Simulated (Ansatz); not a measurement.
# Where N_O puts its levels in the gap of MgO (Fm-3m)

Aim: at which Fermi levels does N_O in MgO (Fm-3m) change its charge? The model is a cell of 54 host atoms with 1 O taken out and 1 N put in.

Program: Ansatz 0.2.0. Level of theory: place-levels on r2SCAN runs: charge-transition levels and formation energies with image-charge correction and potential alignment at the atomic sites; PAW set soft_1. Results are calculated unless marked as measured.

**Measured values to reproduce.**

For MgO, rocksalt (bulk crystal), “Electronic structure of alkaline earth and post-transition metal oxides” (2009, arxiv:0908.1581) quotes earlier work: band gap (literature experimental gap) 7.83 eV [Literature value based on experiment; other listed experimental values range from 7.7 to …].

This is a report of a sequence of runs, with most program output left out.

## (1) The starting structure

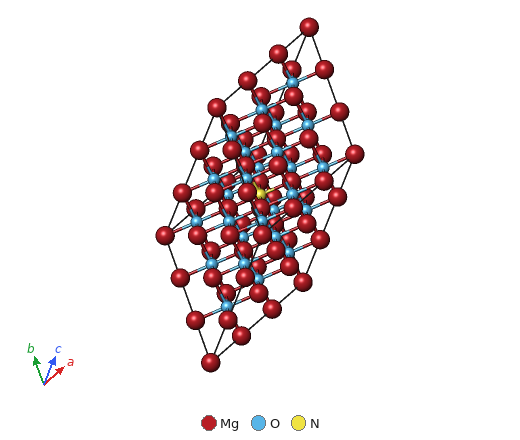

Start, viewed from a free direction; magnesium red, oxygen blue, nitrogen yellow. Bonds to atoms that aren't drawn are left out. Some periodic images of atoms are drawn too.

The cell holds 54 atoms: 27 Mg, 26 O and 1 N. Its edges and angles: a = 8.925 Å, b = 8.925 Å, c = 8.925 Å, α = 60.0°, β = 60.0°, γ = 60.0°. It derives from MgO (space group Fm-3m). Nearest the centre at fractional (0.500, 0.500, 0.500): N28 at 0.00 Å, Mg51 at 2.10 Å, Mg47 at 2.10 Å, Mg35 at 2.10 Å, Mg45 at 2.10 Å, Mg29 at 2.10 Å, Mg33 at 2.10 Å, O30 at 2.98 Å.

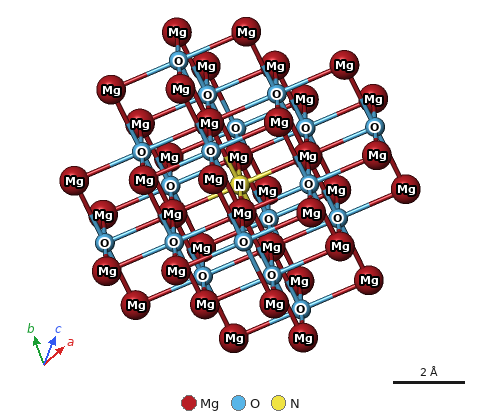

The atoms within 5 Å of the centre.

As a file:

```xyz
54
Lattice="0.0000 6.3112 6.3112 6.3112 0.0000 6.3112 6.3112 6.3112 0.0000" Properties=species:S:1:pos:R:3 pbc="T T T"
Mg    0.0000    0.0000    0.0000
O     2.1037    2.1037    2.1037
Mg    2.1037    2.1037    0.0000
O     4.2075    4.2075    2.1037
Mg    4.2075    4.2075    0.0000
O     6.3112    6.3112    2.1037
Mg    2.1037    0.0000    2.1037
O     4.2075    2.1037    4.2075
Mg    4.2075    2.1037    2.1037
O     6.3112    4.2075    4.2075
Mg    6.3112    4.2075    2.1037
O     8.4150    6.3112    4.2075
Mg    4.2075    0.0000    4.2075
O     6.3112    2.1037    6.3112
Mg    6.3112    2.1037    4.2075
O     8.4150    4.2075    6.3112
Mg    8.4150    4.2075    4.2075
O    10.5187    6.3112    6.3112
Mg    0.0000    2.1037    2.1037
O     2.1037    4.2075    4.2075
Mg    2.1037    4.2075    2.1037
O     4.2075    6.3112    4.2075
Mg    4.2075    6.3112    2.1037
O     6.3112    8.4150    4.2075
Mg    2.1037    2.1037    4.2075
O     4.2075    4.2075    6.3112
Mg    4.2075    4.2075    4.2075
N     6.3112    6.3112    6.3112
Mg    6.3112    6.3112    4.2075
O     8.4150    8.4150    6.3112
Mg    4.2075    2.1037    6.3112
O     6.3112    4.2075    8.4150
Mg    6.3112    4.2075    6.3112
O     8.4150    6.3112    8.4150
Mg    8.4150    6.3112    6.3112
O    10.5187    8.4150    8.4150
Mg    0.0000    4.2075    4.2075
O     2.1037    6.3112    6.3112
Mg    2.1037    6.3112    4.2075
O     4.2075    8.4150    6.3112
Mg    4.2075    8.4150    4.2075
O     6.3112   10.5187    6.3112
Mg    2.1037    4.2075    6.3112
O     4.2075    6.3112    8.4150
Mg    4.2075    6.3112    6.3112
O     6.3112    8.4150    8.4150
Mg    6.3112    8.4150    6.3112
O     8.4150   10.5187    8.4150
Mg    4.2075    4.2075    8.4150
O     6.3112    6.3112   10.5187
Mg    6.3112    6.3112    8.4150
O     8.4150    8.4150   10.5187
Mg    8.4150    8.4150    8.4150
O    10.5187   10.5187   10.5187
```

The host's dielectric constants go in as inputs: 3.24 for the electrons alone, 10.37 with the ions, from a response run on this crystal (DFPT, PBEsol) at that run's own cell.

The cell's shortest repeat is 8.9 Å.

## (2) What was run first

A transition level is the Fermi level at which two charge states cost the same, so each charge needs its own total energy, at its own relaxed structure.

Each atom starts 0.05 Å or so off its site in a random direction: a symmetric start keeps its symmetry, and would miss off-centre moves and Jahn–Teller distortions. Forces are taken at one point at (¼, ¼, ¼). The cell holds 1 electron more than the neutral one, with a uniform background that keeps it neutral on the whole.

The sampling was tested on the host first: at the k-points planned (1x1x1 shifted 0.25 0.25 0.25) its energy lies 0.020 eV an atom from the dense-mesh value, under the bound of 0.02 eV set for this test; that bounds the host's error, not the defect's.

One state's input; the others differ in charge, spin, start and seed, and in occupations where the table says so.

qm1.relax/input.yaml

```yaml
crystal:
  lattice:
    - [0.0, 2.10374764, 2.10374764]
    - [2.10374764, 0.0, 2.10374764]
    - [2.10374764, 2.10374764, 0.0]
  atoms:
    - { symbol: Mg, position: [0.0, 0.0, 0.0] }
    - { symbol: O, position: [0.5, 0.5, 0.5] }
  supercell: [3, 3, 3]
  defects: [{ substitution: { at: 27, symbol: "N" } }]
total_charge: -1
basis:
  ecutwfc: 500
  xc_grid: 2
hamiltonian:
  xc: r2scan
  pseudopotentials: { kind: paw, azcp: { folder: soft_1 } }
kpoints:
  mp_grid: { grid: [1, 1, 1], shift: [0.25, 0.25, 0.25] }
scf:
  occupations: { method: fixed }
  max_iter: 100
output:
  forces: true
  charged_corrections: { epsilon: 3.24, static_epsilon: 10.37 }
relax:
  f_tol: 0.02
  max_steps: 80
  random_displacement: { amplitude: 0.05, seed: 7894 }
checkpoint:
  write: "../qm1.relax.run"
  compress: false
  write_wavefunctions: true
  write_every: 100000
```

On the command line:

```sh
> ansatz run input.yaml --threads 4 --pin off --max-ram 7536MiB --backend cpu --events-out ev --progress --plain --runs-dir out
```

The relaxed structure is kept and the sampling changed to a 2×2×2 shifted mesh.

The run of this state that the levels use, under r2SCAN:

qm1.point/input.yaml

```yaml
crystal:
  checkpoint: "../qm1.relax.run"
  host: checkpoint
total_charge: -1
basis:
  ecutwfc: 500
  xc_grid: 2
hamiltonian:
  xc: r2scan
  pseudopotentials: { kind: paw, azcp: { folder: soft_1 } }
kpoints:
  mp_grid: { grid: [2, 2, 2], shift: [0.5, 0.5, 0.5] }
scf:
  occupations: { method: fermi_dirac, width: 0.01 }
  max_iter: 100
output:
  forces: true
  eigenvalues: true
  charged_corrections:
    epsilon: 3.24
    static_epsilon: 10.37
    defect_position: [0.5, 0.5, 0.5]
  eigenstates: { localisation: true }
  populations: true
  band_densities: [{ bands: [v1, v1] }, { bands: [c1, c1] }]
  write_density: true
  write_potential: true
  volumetric_format: npy
checkpoint:
  read: "../qm1.relax.run"
  write: "../qm1.point.run"
  compress: false
  write_wavefunctions: false
  write_every: 100000
```

Relaxations under r2SCAN at one point at (¼, ¼, ¼); times on 4 threads of Intel Xeon Platinum 8259CL at 2.50GHz (Skylake/Cascade Lake), shared host:

```csv
charge,moment (μB),occupations,outcome,steps,largest displacement against the far atoms (Å),time
−1,0,fixed,converged,4,0.05,57 s
0,1,fixed,converged,11,0.06,6.3 min
```

Single points under r2SCAN at a 2×2×2 shifted mesh; times on 4 threads of Intel Xeon Platinum 8259CL at 2.50GHz (Skylake/Cascade Lake), shared host:

```csv
charge,moment (μB),occupations,outcome,time
−1,0,fermi-dirac,converged,65 s
0,1,fermi-dirac,converged,3.9 min
```

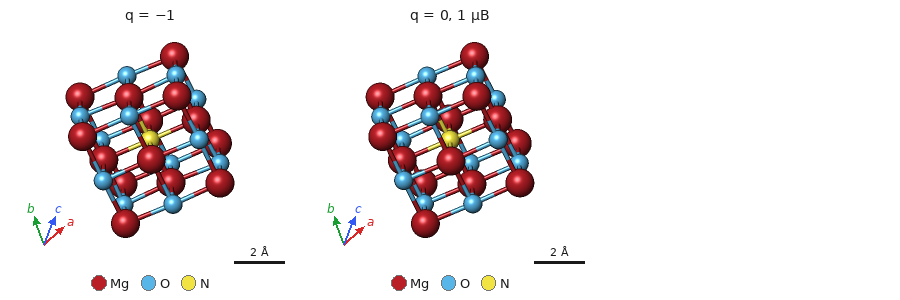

The structures near the centre after relaxation with r2SCAN, by charge.

Distances (Å) from N28 to the nearest atoms after relaxation with r2SCAN:

```csv
charge,moment (μB),1.,2.,3.,4.,5.,6.
−1,0,Mg 2.05,Mg 2.05,Mg 2.05,Mg 2.05,Mg 2.05,Mg 2.05
0,1,Mg 2.12,Mg 2.12,Mg 2.12,Mg 2.13,Mg 2.14,Mg 2.14
```

## (3) Placing the levels, r2SCAN

A charged cell interacts with its images and the background, and its potential has another zero than the host's. place-levels removes the first by a point-charge model, screened by the static dielectric constant since the ions have relaxed around the charge, and the second by comparing potentials at atoms far from the defect.

The host is a run of the defect-free crystal in the same cutoffs, grids and k-points, so that basis and sampling errors cancel in part in the differences. The host is run in a cell of 2 atoms on a matching mesh. Its band edges are searched through the zone by a band path, so the gap is smaller than, or equal to, that on the mesh. Chemical potentials are energies per atom of O (O2 molecule) and N (N2 molecule), run with the same functional and cutoff.

levels.point.yaml

```yaml
host:
  run: host.point.run
states: [qm1.point.run, q0_M1.point.run]
geometry_from:
  qm1.point.run: qm1.relax.run
  q0_M1.point.run: q0_M1.relax.run
chemical_potentials:
  O:
    energy: -565.989614
    dataset: <sha256 of the dataset>
  "N":
    energy: -384.814403
    dataset: "<sha256 of the dataset>"
epsilon: 3.24
static_epsilon: 10.37
vertical:
  - { from: qm1.point.run, to: qm1.point_neutral.run }
```

On the command line:

```sh
> ansatz place-levels levels.point.yaml -- --threads 4 --pin off --max-ram 7536MiB
```

The job ended after 0.51 s (4 threads of Intel Xeon Platinum 8259CL at 2.50GHz (Skylake/Cascade Lake), shared host).

Levels between the charges placed, in eV above the valence top:

```csv
,gap (eV),(0/−1)
r2SCAN,5.68,1.78
```

Corrections by state:

```csv
charge,moment (μB),image terms and alignment (eV),band filling (eV),ε used,"over the lowest of its charge, as the program ranks them, band filling apart (eV)"
0,1.0,0.000,-,-,0.000
−1,0.0,0.261,-,10.37,0.000
```

The charged structures listed were also run neutral, and place-levels reads from each pair, by the potential or the spins, how wide the charge is by which they differ; that can be the carrier of either run.

```csv
charge,rms radius (Å),spread where it is widest against the cell (Å),wide from (Å),reading
−1,1.1,0.70,1.26,narrow
```

The neutral runs of these pairs need not share the spin of the lowest neutral state, and very wide values only mean spread over the cell.

From the program's caveats on the states, each cut to its opening words:

- charge 0 (1 μB), −1: its alignment with the host at atomic sites is doubtful: the cell is too small to show whether the defect's potential has decayed: take a larger one
- charge 0 (1 μB): flagged: stability check not made

The host's formation energy from the elements is -2.963 eV per atom; it sets how far the chemical potentials can move.

Limit set by the element alone; other compounds of these elements are not counted. Chemical potentials from the elements' reference states: Mg 0.00 eV, O -5.93 eV, N 0.00 eV. Formation energy by charge state (Mg-rich; gap 5.68 eV):

```csv
charge,at valence top (eV),at conduction bottom (eV),correction included (eV)
0,0.17,0.17,0.00
−1,1.95,-3.73,0.26
```

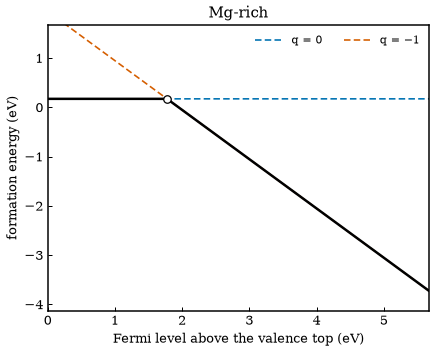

Formation energy against Fermi level; the thick line follows the lowest charge state and circles mark the transition levels.

Limit set by the element alone; other compounds of these elements are not counted. Chemical potentials from the elements' reference states: O 0.00 eV, Mg -5.93 eV, N 0.00 eV. Formation energy by charge state (O-rich; gap 5.68 eV):

```csv
charge,at valence top (eV),at conduction bottom (eV),correction included (eV)
0,6.10,6.10,0.00
−1,7.87,2.19,0.26
```

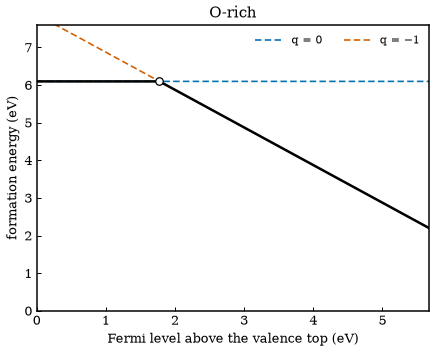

Formation energy against Fermi level; the thick line follows the lowest charge state and circles mark the transition levels.

## (4) The same at the relaxations' own k-points

The relaxations' own energies give the levels at their sampling, for comparison.

levels.relax_mesh.yaml

```yaml
host:
  run: host.relax.run
states: [qm1.relax.run, q0_M1.relax.run]
chemical_potentials:
  O:
    energy: -565.989614
    dataset: <sha256 of the dataset>
  "N":
    energy: -384.814403
    dataset: "<sha256 of the dataset>"
```

On the command line:

```sh
> ansatz place-levels levels.relax_mesh.yaml -- --threads 4 --pin off --max-ram 7536MiB
```

The job ended after 0.19 s (4 threads).

Levels between neighbouring charges, in eV above the valence top:

```csv
,gap (eV),(0/−1)
"one point at (¼, ¼, ¼)",5.66,1.88
a 2×2×2 shifted mesh,5.68,1.78
```

Going from one point at (¼, ¼, ¼) to a 2×2×2 shifted mesh moves the levels that carry no band-filling term by up to 0.10 eV and formation energies against the elements by up to 0.07 eV.

## (5) A changed set-up

In this try the input is made faulty on purpose, to show what that does.

Another version of the file is tried.

levels.try1.yaml is levels.point.yaml with these lines changed:

```diff
-states: [qm1.point.run, q0_M1.point.run]
+states: [qm1.relax.run, q0_M1.point.run]
-  qm1.point.run: qm1.relax.run
```

On the command line:

```sh
> ansatz place-levels levels.try1.yaml -- --threads 4 --pin off --max-ram 7536MiB
```

The change: a state from another k-mesh.

The command refused this file.

## (6) Results

| Item | Value |
| --- | --- |
| gap of the host | 5.68 eV (r2SCAN) |
| level (0/minus 1) | 1.78 eV above the valence top |
| lowest of the charges placed, just above the valence top (0.02 eV) | 0 |
| lowest of the charges placed, just below the conduction bottom (0.02 eV) | −1 |
| lowest formation energy at mid-gap of the charges run, Mg-rich | -0.89 eV |
| lowest formation energy at mid-gap of the charges run, O-rich | 5.03 eV |

In words: Of the charges placed (−1 and 0), the lowest changes at 1.78 eV (0/−1) above the valence top, in a gap of 5.68 eV. Charges above 0 and below −1 were not placed, so these runs say nothing of levels that involve them. States placed: 0 at 1 μB; −1 at 0 μB. Other spin states or structures, where not listed, weren't placed. N is taken at its element; compounds, which aren't counted here, bound the chemical potentials and would shift these formation energies. Going from one point at (¼, ¼, ¼) to a 2×2×2 shifted mesh moves the levels that carry no band-filling term by up to 0.10 eV and formation energies against the elements by up to 0.07 eV. The program doubts the alignment of potentials for at least one state, a sign that the cell is small. Keep in mind: the images are only 8.9 Å apart; r2SCAN makes the gap too small and tends to spread out bound carriers; where a gas molecule sets a chemical potential or the host's formation energy, its binding is uncorrected.

Calculation against experiment:

| quantity | measured | r2SCAN |
| --- | --- | --- |
| band gap (least gap of the host) (eV) | 7.83 | 5.68 (-2.15 eV) |

Measured values from arxiv:0908.1581 (2009).

How well it matches: The band gap is off by -2.15 eV: a clear miss. Local and semilocal functionals usually give gaps below the measured ones. Zero-point and thermal motion shift the measured gap.

[Logs are printed without paths, hosts, clocks, repeated set-up lines and the standing remarks that a program may print on its own settings, such as how far it seeks lower states.]

[Hosts, paths, dates, database ids (printed as entryN), source tags and the programs' standing remarks are cut or masked in the printed files.]

[Where a table of states has a column of steps, it counts the stored structures, which are thinned; the runs took as many ionic steps or more.]

[A defect's name tells the site on which it was built; relaxed atoms can leave that site.]

[For some hosts the program warned that the k-mesh of the response run may be too coarse for force constants and the static dielectric constant; such warnings are not shown here.]
